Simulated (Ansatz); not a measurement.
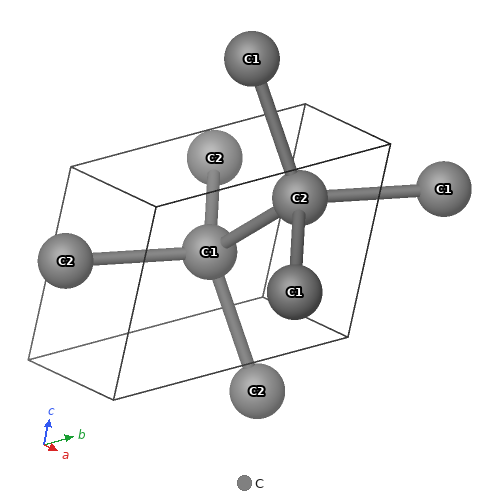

Four computed energy maps of cells of C. The picture above is the structure of the first map.

Map 1

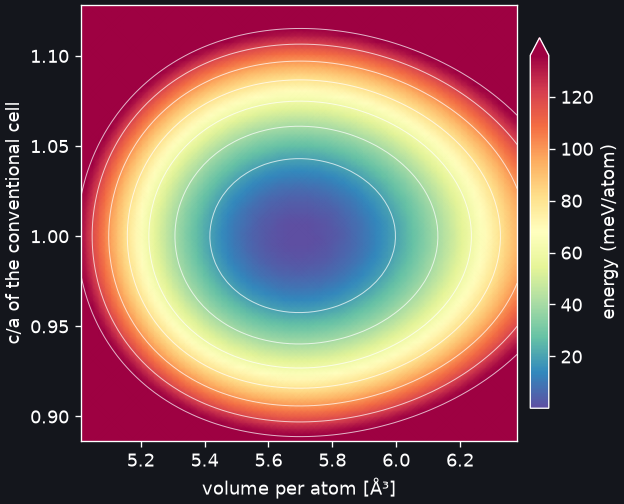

C (Fd-3m, No. 227; 2 atoms in the cell). 
- The energy is mapped over volume and the cell's shape.
- First axis: volume per atom. Second axis: c/a of the conventional cell.
- Nothing is relaxed (symmetry fixes all fractional coordinates).
- The grid has 11 × 11 points.
- Points are written as (first, second).
- Energies are in meV/atom, from the lowest grid point.
- Method: DFT PBE, scalar-relativistic, plane waves, PAW (Ansatz 0.2.0). Settings: cutoff 520 eV, k-mesh 12×12×12, gaussian smearing 0.05 eV, no spin polarisation.

The picture shows a smooth colour map with a few white contour lines, one colour for all values above the top of the scale. Between grid points the surface is interpolated.

Map 2

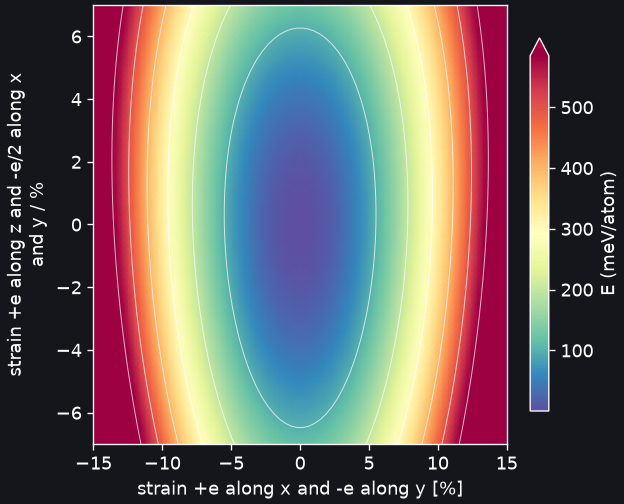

C (Fd-3m, No. 227; 2 atoms in the cell). The energy is mapped over two homogeneous strains (x, y and z along the cube axes). The first coordinate is: strain +e along x and -e along y; the second: strain +e along z and -e/2 along x and y. Nothing is relaxed (symmetry fixes all fractional coordinates). The scan uses a 9 × 9 grid; 45 points were computed and 36 follow by symmetry. Points are written as (first, second). Energies: meV/atom, counted from the lowest grid point. The band gap closes in part of the range. This map comes from DFT PBE, scalar-relativistic, plane waves, PAW (Ansatz). Settings: cutoff 520 eV, k-mesh 12×12×12, gaussian smearing 0.05 eV, no spin polarisation.

Drawn: a smooth colour map with a few white contour lines, one colour for all values above the top of the scale. Between grid points the surface is interpolated.

Map 3

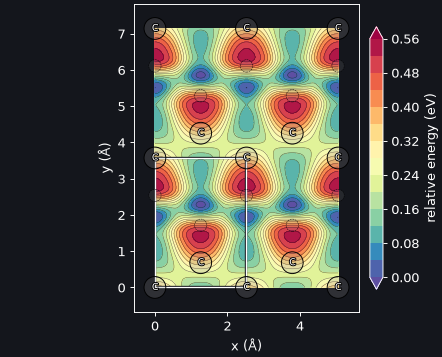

Si on a C(110) slab cut from the Fd-3m phase, its upper half relaxed before the scan (20 atoms of substrate and one adsorbate in a 2 × 1 cell). 
- Si is moved over the surface cell; relaxed at each place: the height of the adsorbate's atoms; substrate rigid; the origin of the map has the adsorbate above C17.
- Places are given modulo a cell vector. The map is drawn in real space over the plane of the surface.
- Grid: 6 × 6 points; 24 points were computed and 12 follow by symmetry.
- Places are given in fractions of the 1 × 1 surface cell.
- All energies are given in eV relative to the lowest grid point.
- Method: DFT PBE, scalar-relativistic, plane waves, PAW (Ansatz). Settings: cutoff 420 eV, k-mesh 5×8×1, gaussian smearing 0.05 eV, spin-polarised.

Drawn: filled contours, labelled circles for the atoms of the top layer and small ones for the second layer, the outline of one cell of the 2 × 2 shown, one colour for all values above the top of the scale. Between grid points the surface is interpolated.

Map 4

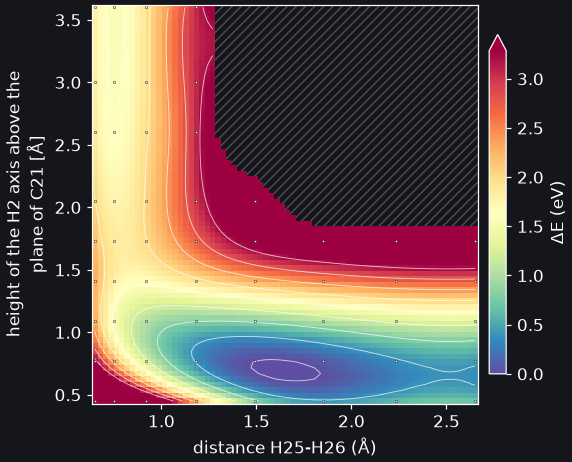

H₂ on a C(100) slab cut from the Fd-3m phase, its upper half relaxed before the scan (24 atoms of substrate and one adsorbate in a 2 × 2 cell). H2 lies flat over one site of a rigid substrate while its bond length and height are varied; it sits over a bridge site, heights counted from the top plane, its axis along the first surface vector. The first coordinate is: distance H25-H26; the second: height of the H2 axis above the plane of C21. The scan uses an 8 × 9 grid. At 15 points there is no value (left out: too close to the surface, or the stretched molecule far from it). Points are written as (first, second). All energies are given in eV relative to the lowest grid point. These are results of DFT PBE, scalar-relativistic, plane waves, PAW in Ansatz 0.2.0, not measurements. Settings: cutoff 420 eV, k-mesh 5×5×1, gaussian smearing 0.05 eV, no spin polarisation.

Drawn: a smooth colour map with a few white contour lines, dots at the grid points, one colour for all values above the top of the scale, hatched blanks where no value was computed. Between grid points the surface is interpolated.

Question: What does each map show?

Answer: Map 1: The lowest grid point is at (5.695 Å³, 1.000). It is the only kind of minimum in the scanned range. The highest grid point, (5.012 Å³, 1.128), lies 309 meV/atom above the lowest. Round the minimum the two coordinates are nearly uncoupled. The gap on the k-mesh is 4.2 eV at the lowest point and runs from 1.2 to 4.5 eV over the map.
Map 2: The lowest grid point is at (0.00 %, 0.00 %). It is the only kind of minimum in the scanned range. The highest grid point, (−15.00 %, −7.00 %), lies 927 meV/atom above the lowest. Round the minimum the two coordinates are nearly uncoupled.
Map 3: The lowest grid point is at (3/6, 4/6) of the cell vectors [nearest 3 C at 2.22 Å]. The bottom of the well lies between grid points, at about (0.50, 0.70) of the cell vectors, about 0.019 eV lower on the interpolated surface. There is a further well near (0/6, 3/6) of the cell vectors [nearest 2 C at 2.21 Å] (0.035 eV above the lowest at that grid point). The highest grid point, (0/6, 5/6) of the cell vectors [nearest 1 C at 1.93 Å], lies 0.526 eV above the lowest. At the lowest point the adsorbate has 3 C at 2.22 Å as nearest neighbours, at the highest 1 C at 1.93 Å. Its relaxed height above the top atom is 1.40 Å at the lowest and 1.83 Å at the highest point.
Map 4: The lowest grid point is at (1.495 Å, 0.77 Å). It is the only kind of minimum in the scanned range. The highest grid point, (0.650 Å, 0.45 Å), lies 8.48 eV above the lowest. On the interpolated surface the lowest path from the intact molecule far from the surface, (0.750 Å, 3.60 Å), to the well of the stretched molecule, about (1.63 Å, 0.70 Å), has its top at about (0.79 Å, 1.73 Å), about 0.26 eV above the start and 1.9 eV above the end.

Question: Maps 1, 2 start from a relaxed reference structure. Do they show a way to lower its energy?

Answer: No. In each of them the reference is the lowest point, within the accuracy of the grid, so it is stable against the distortions scanned (other distortions weren't tried).

PAW datasets: the set soft_1.
